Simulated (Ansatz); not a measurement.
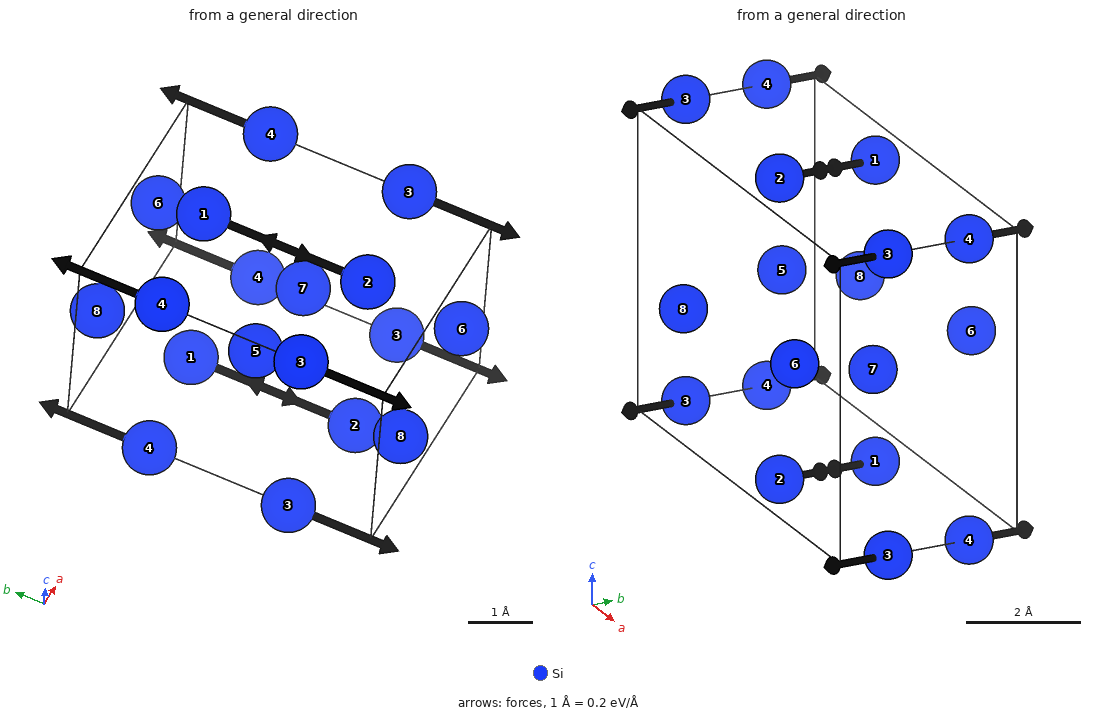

An orthographic spheres-only view of the structure, from two general directions. Thin lines show the cell (the run's own, in a reduced setting), with boundary atoms drawn in all their periodic places. The arrows are the computed forces on the atoms.

System: Si. Run with Ansatz 0.2.0, DFT r2SCAN, scalar-relativistic, plane waves, PAW and these settings: plane waves up to 500 eV, k-points about 0.15 Å⁻¹ apart, Gaussian smearing of 0.15 eV, no spin polarisation.

> Are the forces small enough to call this converged?

No. The atoms still feel forces of up to about 0.3 eV/Å, far above a usual threshold of 0.01 to 0.03 eV/Å.

> Which atom is pushed hardest?

Si1, Si2, Si3 and Si4, about 0.3 eV/Å.

The model was built from a structure listed in the Materials Project. The cell was then strained or its atoms displaced on purpose. A calculation with Ansatz used it as input.
